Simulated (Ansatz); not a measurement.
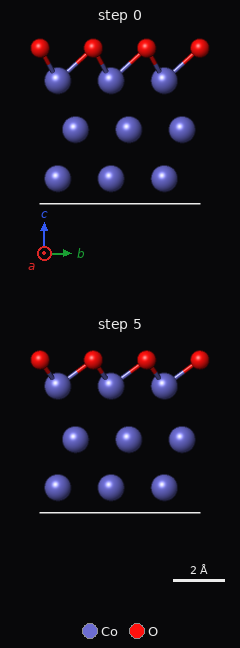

The structure of a slab of composition Co3O (cut from the P6_3/mmc phase) before (top) and after (bottom) a constrained relaxation, at one scale.

A ball-and-stick model of the 2 × 3 repeat of the cell, outlined in the plane, without the vacuum, seen along the a axis.

Case: O put at a hollow Co-Co-Co site. The slab is the (0 0 1) face of Co with O on it. 1 atoms are held fixed.

Method: DFT PBEsol, scalar-relativistic, plane waves, PAW in Ansatz. (plane-wave cutoff 420 eV; k-point mesh 12 × 12 × 1; occupations gaussian; smearing width 0.1 eV; collinear spin; dipole correction; atoms relaxed in a fixed cell; force threshold 0.03 eV/Å; at most 70 steps)

What changed between the two?

Answer. After 4 accepted moves (5 points after the start) the energy has fallen by 0.625 eV per cell of the calculation. The largest force component goes from 4.4 to 0.022 eV/Å. 1 step only repeated the SCF at the same geometry. The atom that moves furthest is a Co atom (0.14 Å along the normal (+c)). By element the largest moves are Co 0.14 Å, O 0.11 Å. The lattice vectors keep their values. Among the contacts that change: Co–O 1.924 → 1.762 Å, Co–Co 2.416 → 2.562 Å, Co–Co 2.416 → 2.387 Å. Bond angles that change, for instance: O–Co–O 79.3° → 88.4°, Co–O–Co 79.3° → 88.4°.

Limits of the set-up: the periodic images lie only 2.5 Å apart, so the values are limited by the cell's size.
